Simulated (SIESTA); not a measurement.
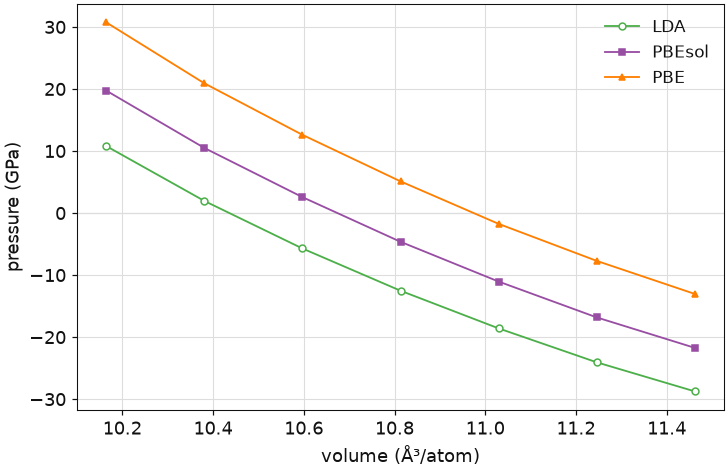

Calculation (SIESTA 5.4.2): DFT in numerical atomic orbitals with pseudopotentials, no spin polarisation; energies at scaled volumes of the given cell, shape and fractions fixed, counted from the fit's minimum, third-order Birch-Murnaghan fit. All runs: no spin polarisation.

k mesh 10×10×10; occupations Fermi–Dirac; smearing width 0.05 eV; potentials PseudoDojo 0.4 standard, converted to PSML, two zetas on semicore shells.

Figure. Pressure against volume, with one curve for each functional, for TaN (space group Fm-3m).

The fitted equilibrium volumes, smallest first, are LDA 10.434, PBEsol 10.669, PBE 10.972 Å³/atom. The fitted bulk moduli, smallest first, are PBE 333.0, PBEsol 360.9, LDA 384.1 GPa. For LDA, the pressure falls from 10.78 GPa at volume 10.16 Å³/atom to −28.77 GPa at 11.46 Å³/atom, and changes sign near 10.44 Å³/atom. For PBEsol, the pressure falls from 19.72 GPa at volume 10.16 Å³/atom to −21.75 GPa at 11.46 Å³/atom, and changes sign near 10.67 Å³/atom. For PBE, the pressure falls from 30.72 GPa at volume 10.16 Å³/atom to −13.06 GPa at 11.46 Å³/atom, and changes sign near 10.97 Å³/atom.

Limits of the calculation: mulliken charges of long orbitals; short basis over semicore shells.
